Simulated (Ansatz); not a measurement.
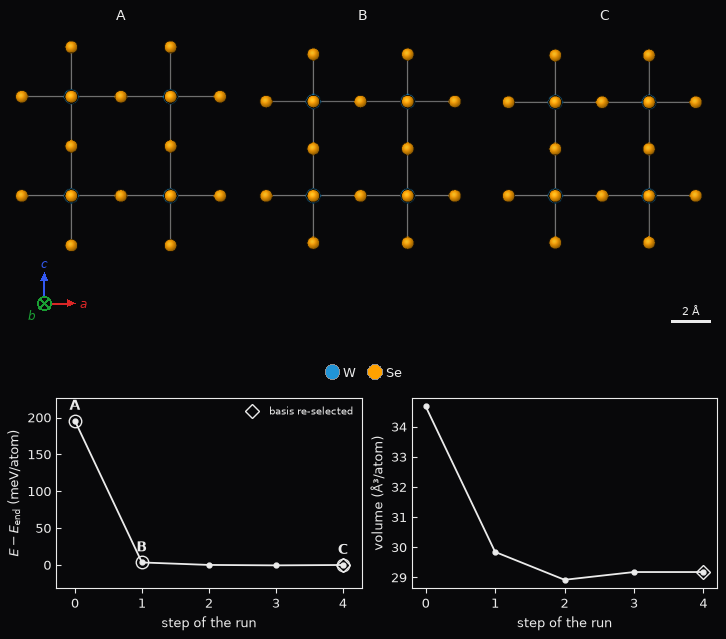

Frames of a relaxation of solid WSe3 (a generated structure, set up in Pm-3m) (coarse preliminary run), marked on the history of the run. A ball-and-stick model of the cell of the calculation, seen along the b axis.

These are results of DFT PBEsol, scalar-relativistic, plane waves, PAW (Ansatz 0.2.0), not measurements. Set-up: plane-wave cutoff 420 eV; k-point mesh 4 × 4 × 4; occupations gaussian; smearing width 0.1 eV; no spin polarisation; cell and atoms relaxed; force threshold 0.05 eV/Å; at most 80 steps.

Describe the path.

Answer. The energy falls by 195 meV per atom in 3 accepted moves (4 points after the start). All forces vanish by symmetry, so only the cell relaxes. The pressure goes from −9.65 to −0.02 GPa. The SCF was repeated once at an unchanged geometry on a basis and grid sized afresh for the cell, which shifted the energy by 0.5 meV per atom at most. The atoms keep their places relative to the cell (all moves are under 0.005 Å). Cell: a = b = c 5.176 → 4.887 Å (−5.6 %). Volume −15.8 %. Among the contacts that change: Se–W 2.588 → 2.444 Å. The space group stays Pm-3m (No. 221). The run took 5 s on 2 threads of Intel(R) Xeon(R) 6975P-C (Granite Rapids), with other jobs on the host, peak memory 0.47 GiB. From step 0 to 1: volume −13.9 %, energy −192 meV per atom. From step 1 to 4: volume −2.2 %, energy −3.5 meV per atom.

| step | E − E(0), meV/atom | pressure, GPa | volume, Å³/atom | note |
| --- | --- | --- | --- | --- |
| 0 | 0.00 | -9.65 | 34.676 |  |
| 1 | -192.03 | -1.81 | 29.848 |  |
| 2 | -195.41 | 0.75 | 28.923 |  |
| 3 | -195.97 | -0.01 | 29.180 |  |
| 4 | -195.49 | -0.02 | 29.180 | same geometry, new basis |
